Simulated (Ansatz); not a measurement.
**B3N: a changed input and its effect**

System: B3N (I4/mmm, 4 atoms in the cell).
Method of run A: DFT PBE, scalar-relativistic, plane waves, PAW, spin-polarised (Ansatz 0.2.0).

The structure was built on a prototype by a generator; it need not be a known phase. Text and figures count atoms from 1; the logs count them from 0 in places.

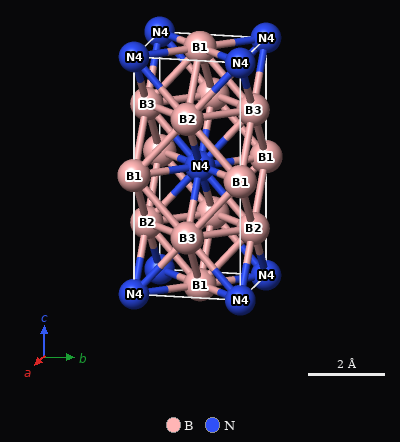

Fig. 1: The structure as given in the input (ball-and-stick view of the cell 2 times as large as that of the calculation, set on its symmetry axes, seen slightly off an axis; atoms are numbered from 1 in the order of the input). Near neighbours in the crystal (not all of them lie inside the picture): B has 8 B at 2.03 to 2.16 Å and 4 N at 2.03 to 2.16 Å; N has 12 B at 2.03 to 2.16 Å.

## Input, run A
```yaml
crystal:
  lattice:
    - [-1.4383264989, 1.4383264989, 3.2128851665]
    - [1.4383264989, -1.4383264989, 3.2128851665]
    - [1.4383264989, 1.4383264989, -3.2128851665]
  atoms:
    - { symbol: B, position: [0.5, 0.5, 0.0] }
    - { symbol: B, position: [0.25, 0.75, 0.5] }
    - { symbol: B, position: [0.75, 0.25, 0.5] }
    - { symbol: "N", position: [0.0, 0.0, 0.0], spin: 1.0 }
basis:
  ecutwfc: 420
kpoints:
  mp_grid: { grid: [8, 8, 8] }
hamiltonian:
  xc: pbe
scf:
  occupations: { method: gaussian, width: 0.1 }
  lower_state_search: "off"
output:
  forces: true
  stress: true
  eigenvalues: true
  populations: true
magnetization:
  spin_polarized: true
```

Command:
```bash
ansatz run input.yaml --threads 1 --pin off --max-ram 2560MiB --backend cpu --events-out ev --progress --plain --runs-dir out
```

Hardware: 1 thread of Intel Xeon @ 2.50GHz (Skylake/Cascade Lake), 256 GiB of memory available, shared host.

## Output, shortened to warnings, some set-up lines, iterations and results (run A)
```
WARN: the starting moments were not kept: the SCF closed with an absolute magnetisation of 2.6e-6 μB, where they sum to 1 μB in size (1 site). That is at most 0.1 of that sum. Measured as dr2_m measures the in/out step, that magnetisation stands 1.9e-12 eV from none, at or under the dr2_threshold of 1.0e-7 eV: it is no larger than a step whose dr2_m would equal this threshold. The system may hold …
Basis set: ecut = 420 eV, 527 PW (Γ), exchange–correlation on 54×54×54 points (8 copies of the dense FFT grid, shifted against one another)
Symmetry: 16 space group operations
k-points: 59 of 512
Initial density: superposition of atomic densities (chi_scale 0.1, normalization cell, long waves kept (reshape's long-wave potential 0.02 eV rms))
[...]
SCF iter   1: F=—  HF=-842.837171 eV  |F-HF|=—  |Δ(HF+E_count)|=         —  Δρ=4.64e-2 (↑4.64e-2 ↓2.55e-2)  dr2=1.01e0  dr2_m=1.96e-1  M=0.325 μB ∫|m|=0.384 μB  β_m=0.30  …
SCF iter   2: F=—  HF=-842.747309 eV  |F-HF|=—  |Δ(HF+E_count)|=   8.99e-2  Δρ=2.94e-2 (↑2.94e-2 ↓2.44e-2)  dr2=3.50e-1  dr2_m=1.21e-1  M=0.301 μB ∫|m|=0.342 μB  β_m=0.30  …
SCF iter   3: F=—  HF=-842.706905 eV  |F-HF|=—  |Δ(HF+E_count)|=   4.04e-2  Δρ=2.12e-2 (↑1.74e-2 ↓2.12e-2)  dr2=6.77e-2  dr2_m=7.54e-2  M=0.281 μB ∫|m|=0.306 μB  β_m=0.30  …
SCF iter   4: F=—  HF=-842.711961 eV  |F-HF|=—  |Δ(HF+E_count)|=   5.06e-3  Δρ=1.47e-2 (↑1.45e-2 ↓1.47e-2)  dr2=6.17e-3  dr2_m=5.06e-2  M=0.256 μB ∫|m|=0.273 μB  β_m=0.30  …
SCF iter   5: F=—  HF=-842.725782 eV  |F-HF|=—  |Δ(HF+E_count)|=   1.38e-2  Δρ=1.21e-2 (↑1.21e-2 ↓1.18e-2)  dr2=1.06e-3  dr2_m=3.45e-2  M=0.229 μB ∫|m|=0.243 μB  β_m=0.30  …
[... 8 lines ...]
SCF iter  14: F=—  HF=-842.761575 eV  |F-HF|=—  |Δ(HF+E_count)|=   7.01e-8  Δρ=1.42e-5 (↑1.17e-5 ↓1.42e-5)  dr2=1.01e-7  dr2_m=1.86e-8  M=0.000 μB ∫|m|=0.000 μB  β_m=0.92  …
SCF iter  15: F=-842.761575 eV  HF=-842.761575 eV  |F-HF|=7.59e-10  |Δ(HF+E_count)|=   9.54e-9  Δρ=3.96e-6 (↑3.96e-6 ↓2.77e-6)  dr2=2.26e-9  dr2_m=2.20e-9  M=0.000 μB …
SCF iter  16: F=-842.761575 eV  HF=-842.761575 eV  |F-HF|=1.60e-10  |Δ(HF+E_count)|=   3.56e-9  Δρ=1.20e-6 (↑1.03e-6 ↓1.20e-6)  dr2=1.87e-10  dr2_m=2.49e-10  M=0.000 μB …
SCF iter  17: F=-842.761575 eV  HF=-842.761575 eV  |F-HF|=2.50e-12  |Δ(HF+E_count)|=  4.92e-10  Δρ=1.83e-7 (↑9.05e-8 ↓1.83e-7)  dr2=8.20e-12  dr2_m=3.46e-12  M=0.000 μB …
SCF 1 converged in 17 iterations: F = -842.761575 eV  dr2 = 8.20e-12
SCF converged after 17 iterations
Magnetization: 0.0000 μB (7.0000 up, 7.0000 down)
Absolute magnetization: 0.0000 μB (∫|ρ↑−ρ↓|, with the PAW one-centre terms)
Spin contamination: 0.0000 ħ² per cell (⟨S²⟩ above its minimum at these occupations)
Per-site moments (μB) at R_I (Å): [(1.2580270086337899e-6, 0.8390665972693087), (-2.9036967042302538e-9, 0.8390665972693087), (-2.9036967331150343e-9, 0.8390665972693087), (-6.824855461399289e-7, 0.8390665972693087)]
Free energy (F): -842.761575 eV
Harris-Foulkes:  -842.761575 eV  (|F-HF|=2.50e-12)
Internal energy: -842.751967 eV  (E = F + TS)
E sigma→0 (E₀):  -842.756771 eV
Entropy (-TS):   -0.009609 eV (-2.402 meV/atom)
Fermi energy:    12.324020 eV
--- Per-component energies (eV) ---
  E_band       = 61.580751
  E_kinetic    = 259.046795
  E_local      = -157.617219  (includes V_loc(G=0)·N_el)
  E_nonlocal   = 83.928057
  E_hartree    = 43.818738
  E_xc         = -153.260485
  E_vxc        = -186.870901  (∫ρ·V_xc dr)
  E_paw        = -360.554079  (= ΣΔE_a)
  E_vpaw       = -24.543564  (= ΣTr[D̂ρ^β])
  E_aug_tail   = 0.000073  (compensation charges beyond the density's cutoff)
  E_ewald      = -558.113847
  E_smearing   = -0.009609  (= −TS)
  E_closure    = -0.000000  (closes the sum)
  Σ components = -842.761575   (vs F -842.761575, Δ=0.00e0)
--- Forces (eV/Å), atoms counted from 1 ---
  atom   1  B     -0.00000000     0.00000000     0.00000000
  atom   2  B      0.00000000     0.00000000     0.00000000
  atom   3  B     -0.00000000    -0.00000000     0.00000000
  atom   4  N      0.00000000     0.00000000    -0.00000000
  max |Σ_I F_I| component: 1.39e-17 eV/Å
--- Stress (GPa, compression-positive) ---
       -8.350307       0.000000       0.000000
        0.000000      -8.350307       0.000000
        0.000000       0.000000       6.756516
  P = ⅓ Tr σ = -3.3147 GPa (-33.147 kbar)
--- Löwdin populations: 4 sites ---
  site symbol       q [e]    m [muB]
     0      B      2.8058     0.0000
     1      B      2.9211    -0.0000
     2      B      2.9211    -0.0000
     3      N      5.2609    -0.0000
  spilling = 0.006511 (of n_electrons = 14.000000)
```

The input of run B differs as follows (lines with − go, lines with + come):
```diff
-    - { symbol: "N", position: [0.0, 0.0, 0.0], spin: 1.0 }
+    - { symbol: "N", position: [0.0, 0.0, 0.0] }
-  populations: true
-magnetization:
-  spin_polarized: true
```

What does this change do to the results?

The energy is the same within 0.01 meV per atom. The SCF takes 6 iterations against 17. On the same kind of shared host run B took about 0.25 times as long. The two runs start from different initial densities, which also moves the count.

## Output, shortened to warnings, some set-up lines, iterations and results (run B)
```
Basis set: ecut = 420 eV, 527 PW (Γ), exchange–correlation on 54×54×54 points (8 copies of the dense FFT grid, shifted against one another)
Symmetry: 16 space group operations
k-points: 59 of 512
Initial density: superposition of atomic densities (neutral atoms: chi_scale 0, normalization atom), corrected by the library's trained network
[...]
SCF iter   1: F=—  HF=-842.767245 eV  |F-HF|=—  |Δ(HF+E_count)|=         —  Δρ=8.35e-3  dr2=2.70e-2  ethr=1.77e-3  ⟨swp⟩=5.0  Hψ=3525  notcnv=0
SCF iter   2: F=—  HF=-842.763345 eV  |F-HF|=—  |Δ(HF+E_count)|=   3.90e-3  Δρ=4.63e-3  dr2=8.70e-3  ethr=1.93e-4  ⟨swp⟩=1.0  Hψ=1121  notcnv=0
SCF iter   3: F=—  HF=-842.761601 eV  |F-HF|=—  |Δ(HF+E_count)|=   1.74e-3  Δρ=5.93e-4  dr2=1.05e-4  ethr=6.21e-5  ⟨swp⟩=2.4  Hψ=971  notcnv=0
SCF iter   4: F=—  HF=-842.761577 eV  |F-HF|=—  |Δ(HF+E_count)|=   2.44e-5  Δρ=7.72e-5  dr2=1.23e-6  ethr=7.53e-7  ⟨swp⟩=2.1  Hψ=965  notcnv=0
SCF iter   5: F=—  HF=-842.761575 eV  |F-HF|=—  |Δ(HF+E_count)|=   1.21e-6  Δρ=1.38e-5  dr2=5.07e-8  ethr=8.79e-9  ⟨swp⟩=2.1  Hψ=1013  notcnv=0
SCF iter   6: F=-842.761575 eV  HF=-842.761575 eV  |F-HF|=7.05e-11  |Δ(HF+E_count)|=   7.90e-9  Δρ=2.32e-6  dr2=7.46e-10  ethr=3.62e-10  ⟨swp⟩=2.3  Hψ=2116  notcnv=0
SCF 1 converged in 6 iterations: F = -842.761575 eV  dr2 = 7.46e-10
SCF converged after 6 iterations
Free energy (F): -842.761575 eV
Harris-Foulkes:  -842.761575 eV  (|F-HF|=7.05e-11)
Internal energy: -842.751967 eV  (E = F + TS)
E sigma→0 (E₀):  -842.756771 eV
Entropy (-TS):   -0.009609 eV (-2.402 meV/atom)
Fermi energy:    12.324017 eV
--- Per-component energies (eV) ---
  E_band       = 61.580715
  E_kinetic    = 259.046838
  E_local      = -157.617335  (includes V_loc(G=0)·N_el)
  E_nonlocal   = 83.928078
  E_hartree    = 43.818808
  E_xc         = -153.260490
  E_vxc        = -186.870908  (∫ρ·V_xc dr)
  E_paw        = -360.554092  (= ΣΔE_a)
  E_vpaw       = -24.543577  (= ΣTr[D̂ρ^β])
  E_aug_tail   = 0.000073  (compensation charges beyond the density's cutoff)
  E_ewald      = -558.113847
  E_smearing   = -0.009609  (= −TS)
  E_closure    = 0.000000  (closes the sum)
  Σ components = -842.761575   (vs F -842.761575, Δ=0.00e0)
--- Forces (eV/Å), atoms counted from 1 ---
  atom   1  B     -0.00000000     0.00000000     0.00000000
  atom   2  B      0.00000000     0.00000000     0.00000000
  atom   3  B     -0.00000000    -0.00000000     0.00000000
  atom   4  N      0.00000000     0.00000000    -0.00000000
  max |Σ_I F_I| component: 6.94e-18 eV/Å
--- Stress (GPa, compression-positive) ---
       -8.350422      -0.000000      -0.000000
       -0.000000      -8.350422       0.000000
        0.000000       0.000000       6.756664
  P = ⅓ Tr σ = -3.3147 GPa (-33.147 kbar)
```

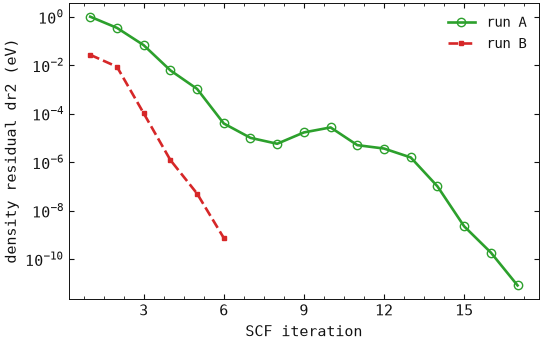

Fig. 2: Convergence of the two runs: density residual dr2 against the SCF iteration. Run A takes 17 iterations in all, and run B takes 6.

## The two runs side by side

```csv
quantity,run A,run B
outcome,converged,converged
free energy per atom (eV),−210.6904,−210.6904
"energy per atom, smearing taken to zero (eV)",−210.6892,−210.6892
gap on the mesh (eV),0.00,0.00
net moment of the cell (μB),0.00,–
absolute moment of the cell (μB),0.00,–
pressure (GPa),−3.31,−3.31
largest force (eV/Å),0.000,0.000
SCF iterations,17,6
irreducible k-points,59,59
plane waves at Γ,527,527
wall time (shared host),8.6 s,2.2 s
```

For run A: Warnings: some starting moments were not kept.
